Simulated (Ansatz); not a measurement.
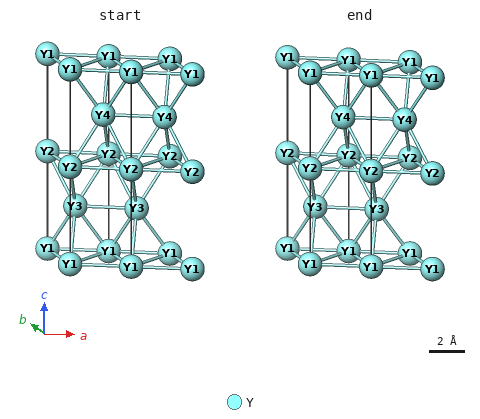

The structure of solid Y (a generated structure, set up in P6_3/mmc) before (left) and after (right) a relaxation, at one scale.

Style: ball-and-stick. Shown: the cell of the calculation, repeated 2 × 1 × 1 with one cell outlined, slightly off an axis.

Phase: dhcp.

The calculation used DFT, PBE, plane waves (420 eV) with PAW, scalar-relativistic (Ansatz). Set-up: plane-wave cutoff 420 eV; k-point mesh 10 × 10 × 3; occupations fermi dirac; smearing width 0.05 eV; collinear spin; cell and atoms relaxed; force threshold 0.01 eV/Å; at most 60 steps.

**Describe what moved and what it gained.**

The energy falls by 2.4 meV per atom in 2 accepted moves (3 points after the start). All forces vanish by symmetry, so only the cell relaxes. The pressure goes from −0.64 to 0.01 GPa. The SCF was repeated once at an unchanged geometry on a basis and grid sized afresh for the cell, which shifted the energy by less than 0.05 meV per atom at most. The atoms keep their places relative to the cell (all moves are under 0.005 Å). Cell: a = b 3.601 → 3.602 Å (0.0 %), c 11.760 → 11.553 Å (−1.8 %). Volume −1.7 %. Some distances before and after: Y1–Y3 3.601 → 3.559 Å. The space group stays P6_3/mmc (No. 194). The program noted that the starting moments weren't kept. Cost: 27 s on 2 threads of Arm Neoverse V2, with other jobs on the host, peak memory 0.47 GiB.
